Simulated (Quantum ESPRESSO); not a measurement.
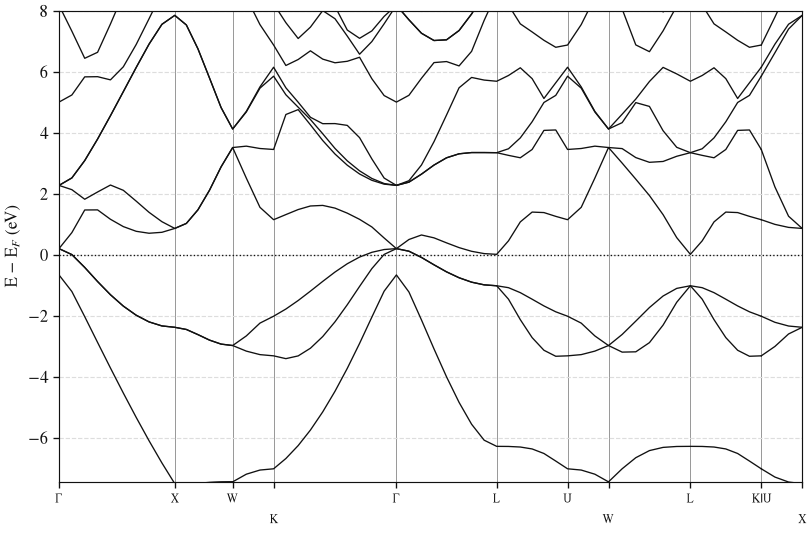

Band structure. Energies are counted from the Fermi level. The path has few k points, so lines between them are rough.

Q: Which Bravais lattice do the labels of the path belong to?

A: A face-centred cubic lattice: the path Γ–X–W–K–Γ–L–U–W–L–K|U–X runs through the special points of its Brillouin zone.

System: diamond-type Sn, space group Fd-3m, 2 atoms in the primitive cell.

Space group Fd-3m:1 (No. 227). a = 6.467 Å, b = 6.467 Å, c = 6.467 Å, α = 90.00°, β = 90.00°, γ = 90.00°
| atom | site | symmetry | x | y | z |
| --- | --- | --- | --- | --- | --- |
| Sn | 8a | -43m | 0.2500 | 0.2500 | 0.2500 |

Computed with Quantum ESPRESSO: LDA, PseudoDojo 0.4.1 SR LDA standard, no spin polarisation, no spin-orbit coupling, 6×6×6 k mesh, 980 eV cutoff, Fermi-Dirac smearing of 0.05 eV.

Q: Is there a gap at the Fermi level?

A: A metal: bands cross the Fermi level along this path.

Q: Which levels at W lie nearest to the Fermi level?

A: At W the nearest levels lie 2.98 eV below and 3.51 eV above the Fermi level.

Spin-orbit coupling is left out, which matters for Sn. The bands overlap only a little at an even electron count, and semilocal functionals can close small gaps, so the real material need not be a metal. The k mesh is thin for a metal, so its Fermi level is uncertain. This isn't the form of Sn at room conditions, which is tetragonal (white tin). Bands are joined in order of energy, so crossings between the computed points show as kinks or gaps.
